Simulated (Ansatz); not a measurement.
Geometry relaxation, with input and output: C$_{49}$H$_{4}$O (part 1 of 6)

C$_{49}$H$_{4}$O (slab, 54 atoms in the cell), computed with DFT PBE+D3(BJ), scalar-relativistic, plane waves, PAW, no spin polarisation (Ansatz 0.2.0).

The structure derives from an entry of the Crystallography Open Database. The input holds or restrains some coordinates. Forces given for the steps count only the free coordinates. It belongs to a series of runs on one base structure; here: 1 MeOH a cell, upright, over a top C site.

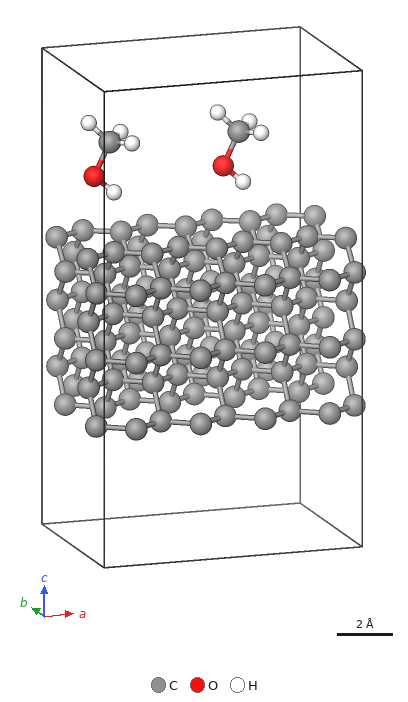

*The input geometry (ball-and-stick view of the 2 × 1 repeat of the cell, with the vacuum cut short, seen slightly off an axis). An atom can appear more than once, as a periodic image.*

Input
```yaml
crystal:
  lattice:
    - [5.0301999808, 0.0, 0.0]
    - [0.0, 7.1137770343, 0.0]
    - [0.0, 0.0, 26.977949976]
  atoms:
    - { symbol: C, position: [0.25, 0.5, 0.2965384696] }
    - { symbol: C, position: [0.25, 0.0, 0.2965384696] }
    - { symbol: C, position: [0.75, 0.5, 0.2965384696] }
    - { symbol: C, position: [0.75, 0.0, 0.2965384696] }
    - { symbol: C, position: [0.5, 0.625, 0.2965384696] }
    - { symbol: C, position: [0.5, 0.125, 0.2965384696] }
    - { symbol: C, position: [0.0, 0.625, 0.2965384696] }
    - { symbol: C, position: [0.0, 0.125, 0.2965384696] }
    - { symbol: C, position: [0.5, 0.75, 0.3431524636] }
    - { symbol: C, position: [0.5, 0.25, 0.3431524636] }
    - { symbol: C, position: [0.0, 0.75, 0.3431524636] }
    - { symbol: C, position: [0.0, 0.25, 0.3431524636] }
    - { symbol: C, position: [0.75, 0.875, 0.3431524636] }
    - { symbol: C, position: [0.75, 0.375, 0.3431524636] }
    - { symbol: C, position: [0.25, 0.875, 0.3431524636] }
    - { symbol: C, position: [0.25, 0.375, 0.3431524636] }
    - { symbol: C, position: [0.75, 0.0, 0.3897664574] }
    - { symbol: C, position: [0.75, 0.5, 0.3897664574] }
    - { symbol: C, position: [0.25, 0.0, 0.3897664574] }
    - { symbol: C, position: [0.25, 0.5, 0.3897664574] }
    - { symbol: C, position: [0.0, 0.125, 0.3897664574] }
    - { symbol: C, position: [0.0, 0.625, 0.3897664574] }
    - { symbol: C, position: [0.5, 0.125, 0.3897664574] }
    - { symbol: C, position: [0.5, 0.625, 0.3897664574] }
    - { symbol: C, position: [0.0, 0.2505611707, 0.4361361909] }
    - { symbol: C, position: [0.0, 0.7505611707, 0.4361361909] }
    - { symbol: C, position: [0.5, 0.2505611707, 0.4361361909] }
    - { symbol: C, position: [0.5, 0.7505611707, 0.4361361909] }
    - { symbol: C, position: [0.25, 0.3744388293, 0.4361361909] }
    - { symbol: C, position: [0.25, 0.8744388293, 0.4361361909] }
    - { symbol: C, position: [0.75, 0.3744388293, 0.4361361909] }
    - { symbol: C, position: [0.75, 0.8744388293, 0.4361361909] }
    - { symbol: C, position: [0.25, 0.5046180763, 0.4842040997] }
    - { symbol: C, position: [0.25, 0.0046180763, 0.4842040997] }
    - { symbol: C, position: [0.75, 0.5046180763, 0.4842040997] }
    - { symbol: C, position: [0.75, 0.0046180763, 0.4842040997] }
    - { symbol: C, position: [0.5, 0.6203819237, 0.4842040997] }
    - { symbol: C, position: [0.5, 0.1203819237, 0.4842040997] }
    - { symbol: C, position: [0.0, 0.6203819237, 0.4842040997] }
    - { symbol: C, position: [0.0, 0.1203819237, 0.4842040997] }
    - { symbol: C, position: [0.5, 0.7646741098, 0.5236821274] }
    - { symbol: C, position: [0.5, 0.2646741098, 0.5236821274] }
    - { symbol: C, position: [0.0, 0.7646741098, 0.5236821274] }
    - { symbol: C, position: [0.0, 0.2646741098, 0.5236821274] }
    - { symbol: C, position: [0.75, 0.8603258902, 0.5236821274] }
    - { symbol: C, position: [0.75, 0.3603258902, 0.5236821274] }
    - { symbol: C, position: [0.25, 0.8603258902, 0.5236821274] }
    - { symbol: C, position: [0.25, 0.3603258902, 0.5236821274] }
    - { symbol: C, position: [0.2183141803, 0.3623168619, 0.6792981028] }
    - { symbol: O, position: [0.101535892, 0.3696705199, 0.6322967554] }
    - { symbol: H, position: [0.3262241476, 0.2272137202, 0.6841909876] }
    - { symbol: H, position: [0.06052701, 0.3722554623, 0.7079140651] }
    - { symbol: H, position: [0.3582885486, 0.4818143462, 0.6841909876] }
    - { symbol: H, position: [0.25, 0.3603258902, 0.6081955913] }
basis:
  ecutwfc: 420
kpoints:
  mp_grid: { grid: [3, 2, 1] }
hamiltonian:
  xc: pbe
  dispersion: d3bj
scf:
  occupations: { method: gaussian, width: 0.05 }
output:
  forces: true
  eigenvalues: true
  write_density: true
  write_potential: true
  elf: true
  volumetric_format: npy
relax:
  adjacent_minimum: "off"
  f_tol: 0.04
  max_steps: 100
  constraints:
    - { sites: [0, 1, 2, 3, 4, 5, 6, 7, 8, 9, 10, 11, 12, 13, 14, 15, 16, 17, 18, 19, 20, 21, 22, 23] }
efield:
  axis: 3
  dipole_correction: true
  ramp_width: 0.04
```

Hardware: 4 threads of Arm Neoverse V2, 24 GiB of memory available, shared host.

Run as:
```bash
ansatz run input.yaml --threads 4 --pin off --max-ram 10240MiB --backend cpu --events-out ev --progress --plain --runs-dir out
```

What the program printed
```
Engine: ansatz 0.2.0, aarch64-unknown-linux-gnu
Pseudopotentials: kind: paw
Pseudopotential: C, paw, valence charge 4, recommended cutoff 420 eV (normal), C.paw.azcp
Pseudopotential: O, paw, valence charge 6, recommended cutoff 420 eV (normal), O.paw.azcp
Pseudopotential: H, paw, valence charge 1, recommended cutoff 420 eV (normal), H.paw.azcp
Functional definition: PBE
  parameter kappa = 0.804
  parameter beta = 0.06672455060314922
  exchange = pbe_x(kappa = kappa, mu = beta*pi^2/3)
  correlation = pbe_c(beta = beta)
Crystal: 54 atoms, lattice volume = 965.371 Å³
Basis set: ecut = 420 eV, 18909 PW (Γ), exchange–correlation on 72×96×384 points (8 copies of the dense FFT grid, shifted against one another)
Bands: 157, of which v1, the nominal top of the filled ones, is band 103 counted from 1 (102 counted from 0)
Symmetry: 1 space group operations
Space group: P1 (ITA 1), of the structure as read, at distance tolerance 9.9e-5 Å
k-points: 4 of 6 (time reversal used)
Non-local potential: C, projectors of the file, l = 0: 2, l = 1: 2, l = 2: 1
Non-local potential: O, projectors of the file, l = 0: 2, l = 1: 2, l = 2: 1
Non-local potential: H, projectors of the file, l = 0: 2, l = 1: 1
PAW form: soft (Blöchl's): semilocal exchange-correlation on the pseudo side does not see the compensation charge
PAW one-centre angular grid: C, 110 points (default); XC on 64 Gauss nodes
PAW one-centre angular grid: O, 110 points (default); XC on 64 Gauss nodes
PAW one-centre angular grid: H, 110 points (default); XC on 64 Gauss nodes
Initial density: superposition of atomic densities (neutral atoms: chi_scale 0, normalization atom), corrected by the library's trained network
Initial wavefunctions: pseudopotential atomic-orbital guess
Functional: x = pbe(κ = 0.804, μ = 0.2195149727645171), c = pbe(β = 0.06672455060314922)
SCF iter   1: F=—  HF=-12901.990231 eV  |F-HF|=—  |Δ(HF+E_count)|=         —  Δρ=1.03e-2  dr2=5.29e0  ethr=1.77e-3  p=0.184 e·Å  D=3.45e-2 V/Å  ΔV_dip=-0.93 eV  dr2_dipole=5.05e-1  V_vac-E_F(+/−)=4.28/5.22 eV  ⟨swp⟩=10.5  Hψ=4202  notcnv=0  defer=121
efield: sawtooth ramp at fractional position 0.9822 (placed from the atoms, in the widest stretch of the axis that holds none; the zero of the levels goes with the place), width 0.0400; the density the first Hamiltonian is built on has a dipole p = 0.184 e·Å; the dipole correction subtracts the counter field D = 3.45e-2 V/Å, which shifts the + side's vacuum level by -0.93 eV against the − side's; the planar-averaged density in the ramp window peaks in size at 5.9e-6 e/Å³
preconditioner: auto → LDOS  [insulator: Δε(μ)=0.149 eV  Ē_g=15.132 eV  σ=0.050 eV  W_gap=0.77  n_scr=152 (ndim 8)  ℏωp=17.2 eV  f_vac=0.602  D(μ)=14.51/eV (n_scr^D=74)  ε∞_Penn≈2.3  β→1.0]
SCF iter   2: F=—  HF=-12901.493001 eV  |F-HF|=—  |Δ(HF+E_count)|=   4.97e-1  Δρ=6.29e-3  dr2=1.18e0  ethr=1.77e-3  p=0.092 e·Å  D=1.72e-2 V/Å  ΔV_dip=-0.46 eV  dr2_dipole=2.93e-1  V_vac-E_F(+/−)=5.18/5.65 eV  ⟨swp⟩=2.5  Hψ=945  notcnv=0  defer=184
SCF iter   3: F=—  HF=-12901.400817 eV  |F-HF|=—  |Δ(HF+E_count)|=   9.22e-2  Δρ=3.55e-3  dr2=2.48e-1  ethr=5.75e-4  p=0.112 e·Å  D=2.09e-2 V/Å  ΔV_dip=-0.56 eV  dr2_dipole=2.36e-2  V_vac-E_F(+/−)=5.17/5.73 eV  ⟨swp⟩=2.0  Hψ=1035  notcnv=0  defer=184
SCF iter   4: F=—  HF=-12901.393313 eV  |F-HF|=—  |Δ(HF+E_count)|=   7.50e-3  Δρ=3.54e-3  dr2=1.77e-1  ethr=1.20e-4  p=0.161 e·Å  D=3.02e-2 V/Å  ΔV_dip=-0.82 eV  dr2_dipole=1.12e-3  V_vac-E_F(+/−)=5.02/5.83 eV  ⟨swp⟩=3.0  Hψ=1062  notcnv=0  defer=185
SCF iter   5: F=—  HF=-12901.358029 eV  |F-HF|=—  |Δ(HF+E_count)|=   3.53e-2  Δρ=1.27e-3  dr2=2.48e-2  ethr=8.58e-5  p=0.149 e·Å  D=2.79e-2 V/Å  ΔV_dip=-0.75 eV  dr2_dipole=2.84e-3  V_vac-E_F(+/−)=5.15/5.91 eV  ⟨swp⟩=3.0  Hψ=1197  notcnv=0  defer=185
SCF iter   6: F=—  HF=-12901.356388 eV  |F-HF|=—  |Δ(HF+E_count)|=   1.64e-3  Δρ=6.02e-4  dr2=4.60e-3  ethr=1.21e-5  p=0.170 e·Å  D=3.19e-2 V/Å  ΔV_dip=-0.86 eV  dr2_dipole=4.18e-5  V_vac-E_F(+/−)=5.10/5.96 eV  ⟨swp⟩=2.0  Hψ=849  notcnv=0  defer=185
SCF iter   7: F=—  HF=-12901.355848 eV  |F-HF|=—  |Δ(HF+E_count)|=   5.40e-4  Δρ=1.75e-4  dr2=3.03e-4  ethr=2.23e-6  p=0.172 e·Å  D=3.22e-2 V/Å  ΔV_dip=-0.87 eV  dr2_dipole=5.13e-8  V_vac-E_F(+/−)=5.10/5.97 eV  ⟨swp⟩=2.0  Hψ=847  notcnv=0  defer=185
SCF iter   8: F=-12901.355898 eV  HF=-12901.355893 eV  |F-HF|=4.98e-6  |Δ(HF+E_count)|=   4.51e-5  Δρ=5.57e-5  dr2=2.77e-5  ethr=1.94e-8  p=0.172 e·Å  D=3.23e-2 V/Å  ΔV_dip=-0.87 eV  dr2_dipole=1.74e-8  V_vac-E_F(+/−)=5.10/5.97 eV  ⟨swp⟩=35.0  Hψ=9509  notcnv=0
SCF 1 converged in 8 iterations: F = -12901.355898 eV  dr2 = 2.77e-5
  greatest PAW one-centre occupation: 0.865 electrons in one spin orbital (limit 2), on the O atom at site 49 (counted from 0), in its partial waves of l = 0
relax step   1: F+E_penalty+E_count = -12901.35589834 eV  Δ(F+E_penalty+E_count) = +0.000e0 eV  max|allowed force component| = 1.232e0 eV/Å  Δτ_max = 0.0000 Å  (8 SCF iters, dr2 threshold 4.00e-5 eV, accepted)
Initial density: handed on by an earlier stage of this run
Initial wavefunctions: those handed on with the density
iter 1 solved again at ethr=3.28e-4 eV; its pass at ethr=3.10e-3 eV (dr2=6.75e-1 eV) is discarded
SCF iter   1: F=—  HF=-12901.556612 eV  |F-HF|=—  |Δ(HF+E_count)|=         —  Δρ=1.33e-2  dr2=6.81e-1  ethr=3.28e-4  p=0.172 e·Å  D=3.23e-2 V/Å  ΔV_dip=-0.87 eV  dr2_dipole=9.09e-4  V_vac-E_F(+/−)=5.10/5.97 eV  ⟨swp⟩=1.0  Hψ=2497  notcnv=0  defer=135
efield: sawtooth ramp at fractional position 0.9822 (handed on by an earlier solve), width 0.0400; the density the first Hamiltonian is built on has a dipole p = 0.172 e·Å; the dipole correction subtracts the counter field D = 3.23e-2 V/Å, which shifts the + side's vacuum level by -0.87 eV against the − side's; the planar-averaged density in the ramp window peaks in size at 9.4e-7 e/Å³
preconditioner: auto → LDOS  [insulator: Δε(μ)=0.106 eV  Ē_g=15.342 eV  σ=0.050 eV  W_gap=0.67  n_scr=152 (ndim 8)  ℏωp=17.2 eV  f_vac=0.603  D(μ)=12.64/eV (n_scr^D=52)  ε∞_Penn≈2.3  β→1.0]
SCF iter   2: F=—  HF=-12901.542913 eV  |F-HF|=—  |Δ(HF+E_count)|=   1.37e-2  Δρ=6.63e-3  dr2=3.93e-1  ethr=3.28e-4  p=0.033 e·Å  D=6.16e-3 V/Å  ΔV_dip=-0.17 eV  dr2_dipole=2.19e-3  V_vac-E_F(+/−)=5.81/5.97 eV  ⟨swp⟩=4.0  Hψ=1269  notcnv=0  defer=135
SCF iter   3: F=—  HF=-12901.412664 eV  |F-HF|=—  |Δ(HF+E_count)|=   1.30e-1  Δρ=1.73e-3  dr2=3.62e-2  ethr=1.91e-4  p=0.127 e·Å  D=2.38e-2 V/Å  ΔV_dip=-0.64 eV  dr2_dipole=7.96e-3  V_vac-E_F(+/−)=5.33/5.97 eV  ⟨swp⟩=3.0  Hψ=1403  notcnv=0  defer=152
SCF iter   4: F=—  HF=-12901.410310 eV  |F-HF|=—  |Δ(HF+E_count)|=   2.35e-3  Δρ=4.42e-4  dr2=5.82e-3  ethr=1.76e-5  p=0.157 e·Å  D=2.94e-2 V/Å  ΔV_dip=-0.79 eV  dr2_dipole=2.06e-3  V_vac-E_F(+/−)=5.18/5.97 eV  ⟨swp⟩=3.0  Hψ=876  notcnv=0  defer=152
SCF iter   5: F=—  HF=-12901.410144 eV  |F-HF|=—  |Δ(HF+E_count)|=   1.66e-4  Δρ=1.53e-4  dr2=2.11e-4  ethr=2.82e-6  p=0.154 e·Å  D=2.89e-2 V/Å  ΔV_dip=-0.78 eV  dr2_dipole=3.65e-9  V_vac-E_F(+/−)=5.19/5.97 eV  ⟨swp⟩=2.0  Hψ=933  notcnv=0  defer=149
SCF iter   6: F=-12901.410127 eV  HF=-12901.410119 eV  |F-HF|=7.99e-6  |Δ(HF+E_count)|=   2.49e-5  Δρ=3.73e-5  dr2=9.43e-6  ethr=4.60e-8  p=0.152 e·Å  D=2.84e-2 V/Å  ΔV_dip=-0.77 eV  dr2_dipole=2.44e-8  V_vac-E_F(+/−)=5.21/5.97 eV  ⟨swp⟩=27.0  Hψ=8065  notcnv=0
SCF 2 converged in 6 iterations: F = -12901.410127 eV  dr2 = 9.43e-6
[... from here on the iterations of each SCF are left out, up to the last one ...]
relax step   2: F+E_penalty+E_count = -12901.41012680 eV  Δ(F+E_penalty+E_count) = -5.423e-2 eV  max|allowed force component| = 5.031e-1 eV/Å  Δτ_max = 0.1974 Å  (6 SCF iters, dr2 threshold 9.49e-5 eV, accepted)
[... from here on the SCF iterations and repeated set-up lines of each step are left out, up to the last step ...]
SCF 3 converged in 5 iterations: F = -12901.420431 eV  dr2 = 6.76e-6
relax step   3: F+E_penalty+E_count = -12901.42043096 eV  Δ(F+E_penalty+E_count) = -1.030e-2 eV  max|allowed force component| = 7.646e-2 eV/Å  Δτ_max = 0.1343 Å  (5 SCF iters, dr2 threshold 1.58e-5 eV, accepted)
SCF 4 converged in 8 iterations: F = -12901.424771 eV  dr2 = 4.88e-8
relax step   4: F+E_penalty+E_count = -12901.42477142 eV  Δ(F+E_penalty+E_count) = -4.340e-3 eV  max|allowed force component| = 9.602e-2 eV/Å  Δτ_max = 0.1431 Å  (8 SCF iters, accepted)
SCF 5 converged in 8 iterations: F = -12901.427565 eV  dr2 = 7.14e-8
relax step   5: F+E_penalty+E_count = -12901.42756511 eV  Δ(F+E_penalty+E_count) = -2.794e-3 eV  max|allowed force component| = 2.542e-1 eV/Å  Δτ_max = 0.1647 Å  (8 SCF iters, accepted)
SCF 6 converged in 5 iterations: F = -12901.432039 eV  dr2 = 3.91e-6
relax step   6: F+E_penalty+E_count = -12901.43203880 eV  Δ(F+E_penalty+E_count) = -4.474e-3 eV  max|allowed force component| = 1.502e-1 eV/Å  Δτ_max = 0.0750 Å  (5 SCF iters, dr2 threshold 6.46e-5 eV, accepted)
SCF 7 converged in 8 iterations: F = -12901.439315 eV  dr2 = 8.24e-8
relax step   7: F+E_penalty+E_count = -12901.43931524 eV  Δ(F+E_penalty+E_count) = -7.276e-3 eV  max|allowed force component| = 8.765e-2 eV/Å  Δτ_max = 0.1963 Å  (8 SCF iters, dr2 threshold 7.86e-6 eV, accepted)
SCF 8 converged in 7 iterations: F = -12901.446524 eV  dr2 = 2.80e-7
relax step   8: F+E_penalty+E_count = -12901.44652427 eV  Δ(F+E_penalty+E_count) = -7.209e-3 eV  max|allowed force component| = 1.573e-1 eV/Å  Δτ_max = 0.1929 Å  (7 SCF iters, dr2 threshold 2.62e-6 eV, accepted)
SCF 9 converged in 8 iterations: F = -12901.453248 eV  dr2 = 5.94e-8
relax step   9: F+E_penalty+E_count = -12901.45324803 eV  Δ(F+E_penalty+E_count) = -6.724e-3 eV  max|allowed force component| = 2.670e-1 eV/Å  Δτ_max = 0.1957 Å  (8 SCF iters, dr2 threshold 8.44e-6 eV, accepted)
SCF 10 converged in 6 iterations: F = -12901.458019 eV  dr2 = 6.63e-6
relax step  10: F+E_penalty+E_count = -12901.45801930 eV  Δ(F+E_penalty+E_count) = -4.771e-3 eV  max|allowed force component| = 3.559e-1 eV/Å  Δτ_max = 0.1997 Å  (6 SCF iters, dr2 threshold 7.13e-5 eV, accepted)
SCF 11 converged in 5 iterations: F = -12901.467104 eV  dr2 = 7.10e-6
relax step  11: F+E_penalty+E_count = -12901.46710371 eV  Δ(F+E_penalty+E_count) = -9.084e-3 eV  max|allowed force component| = 1.613e-1 eV/Å  Δτ_max = 0.0929 Å  (5 SCF iters, dr2 threshold 1.00e-4 eV, accepted)
SCF 12 converged in 9 iterations: F = -12901.461972 eV  dr2 = 2.13e-7
relax step  12: F+E_penalty+E_count = -12901.46197199 eV  Δ(F+E_penalty+E_count) = +5.132e-3 eV  max|allowed force component| = 2.933e-1 eV/Å  Δτ_max = 0.1115 Å  (9 SCF iters, dr2 threshold 5.34e-6 eV, rejected (line search))
SCF 13 converged in 10 iterations: F = -12901.471467 eV  dr2 = 1.21e-8
relax step  13: F+E_penalty+E_count = -12901.47146730 eV  Δ(F+E_penalty+E_count) = -4.364e-3 eV  max|allowed force component| = 3.023e-2 eV/Å  Δτ_max = 0.0543 Å  (10 SCF iters, accepted)
SCF 14 converged in 10 iterations: F = -12901.475910 eV  dr2 = 1.15e-8
relax step  14: F+E_penalty+E_count = -12901.47590964 eV  Δ(F+E_penalty+E_count) = -4.442e-3 eV  max|allowed force component| = 2.752e-2 eV/Å  Δτ_max = 0.0976 Å  (10 SCF iters, accepted)
SCF 15 converged in 9 iterations: F = -12901.481311 eV  dr2 = 6.12e-8
relax step  15: F+E_penalty+E_count = -12901.48131141 eV  Δ(F+E_penalty+E_count) = -5.402e-3 eV  max|allowed force component| = 3.842e-2 eV/Å  Δτ_max = 0.1483 Å  (9 SCF iters, accepted)
SCF 16 converged in 9 iterations: F = -12901.486888 eV  dr2 = 7.34e-8
relax step  16: F+E_penalty+E_count = -12901.48688829 eV  Δ(F+E_penalty+E_count) = -5.577e-3 eV  max|allowed force component| = 6.253e-2 eV/Å  Δτ_max = 0.1948 Å  (9 SCF iters, accepted)
SCF 17 converged in 7 iterations: F = -12901.492002 eV  dr2 = 4.29e-7
relax step  17: F+E_penalty+E_count = -12901.49200244 eV  Δ(F+E_penalty+E_count) = -5.114e-3 eV  max|allowed force component| = 8.706e-2 eV/Å  Δτ_max = 0.1964 Å  (7 SCF iters, dr2 threshold 3.91e-6 eV, accepted)
SCF 18 converged in 6 iterations: F = -12901.497356 eV  dr2 = 2.98e-6
relax step  18: F+E_penalty+E_count = -12901.49735605 eV  Δ(F+E_penalty+E_count) = -5.354e-3 eV  max|allowed force component| = 1.066e-1 eV/Å  Δτ_max = 0.1950 Å  (6 SCF iters, dr2 threshold 7.58e-6 eV, accepted)
SCF 19 converged in 6 iterations: F = -12901.502307 eV  dr2 = 1.68e-6
relax step  19: F+E_penalty+E_count = -12901.50230729 eV  Δ(F+E_penalty+E_count) = -4.951e-3 eV  max|allowed force component| = 1.382e-1 eV/Å  Δτ_max = 0.1952 Å  (6 SCF iters, dr2 threshold 1.14e-5 eV, accepted)
SCF 20 converged in 6 iterations: F = -12901.506703 eV  dr2 = 2.35e-6
relax step  20: F+E_penalty+E_count = -12901.50670343 eV  Δ(F+E_penalty+E_count) = -4.396e-3 eV  max|allowed force component| = 1.218e-1 eV/Å  Δτ_max = 0.1980 Å  (6 SCF iters, dr2 threshold 1.91e-5 eV, accepted)
SCF 21 converged in 6 iterations: F = -12901.510337 eV  dr2 = 1.71e-6
relax step  21: F+E_penalty+E_count = -12901.51033655 eV  Δ(F+E_penalty+E_count) = -3.633e-3 eV  max|allowed force component| = 2.112e-1 eV/Å  Δτ_max = 0.1947 Å  (6 SCF iters, dr2 threshold 1.15e-5 eV, accepted)
SCF 22 converged in 6 iterations: F = -12901.513063 eV  dr2 = 1.66e-6
relax step  22: F+E_penalty+E_count = -12901.51306271 eV  Δ(F+E_penalty+E_count) = -2.726e-3 eV  max|allowed force component| = 2.255e-1 eV/Å  Δτ_max = 0.1565 Å  (6 SCF iters, dr2 threshold 3.47e-5 eV, accepted)
SCF 23 converged in 6 iterations: F = -12901.515989 eV  dr2 = 2.72e-6
```
